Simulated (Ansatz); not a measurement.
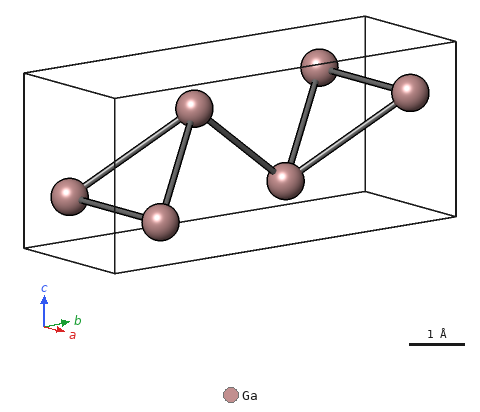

Normal modes of a crystal of Ga, space group Cmcm (No. 63), at the zone centre. A ball-and-stick model of the conventional cell (2 times the calculation's cell), seen from a free direction. Lengths and directions refer to the drawn axes.

Level of theory: Ansatz, DFT PBEsol, scalar-relativistic, plane waves, PAW.

Input
```yaml
crystal:
  lattice:
    - [1.3685615647, -3.9724823776, 0.0]
    - [1.3685615647, 3.9724823776, 0.0]
    - [0.0, 0.0, 3.3057330477]
  atoms:
    - { symbol: Ga, position: [0.8662816437, 0.1337183563, 0.25] }
    - { symbol: Ga, position: [0.1337183563, 0.8662816437, 0.75] }
basis:
  ecutwfc: 420
kpoints:
  mp_grid: { grid: [16, 16, 14] }
hamiltonian:
  xc: pbesol
scf:
  occupations: { method: fermi_dirac, width: 0.15 }
output:
  eigenvalues: true
phonons:
  method: dfpt
  eigenvectors: true
```

Run as
```bash
ansatz run input.yaml --threads 1 --pin off --max-ram 3072MiB --backend cpu --events-out ev --progress --plain --runs-dir out
```

The frequencies depend somewhat on the k-mesh and the smearing.

**Give the spectrum at this point.**

The calculation's cell holds 2 atoms, so there are 3 optical modes, in 3 levels. The optical modes span B₁g + B₃g + A_g. No level is unstable.

```csv
level,symmetry,frequency (cm⁻¹),activity
1,B₁g,47,Raman-active
2,B₃g,121,Raman-active
3,A_g,190,Raman-active
```

The displacement patterns:

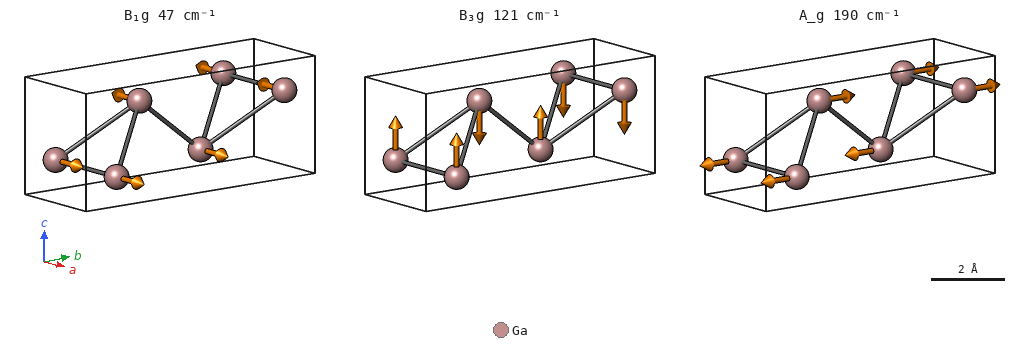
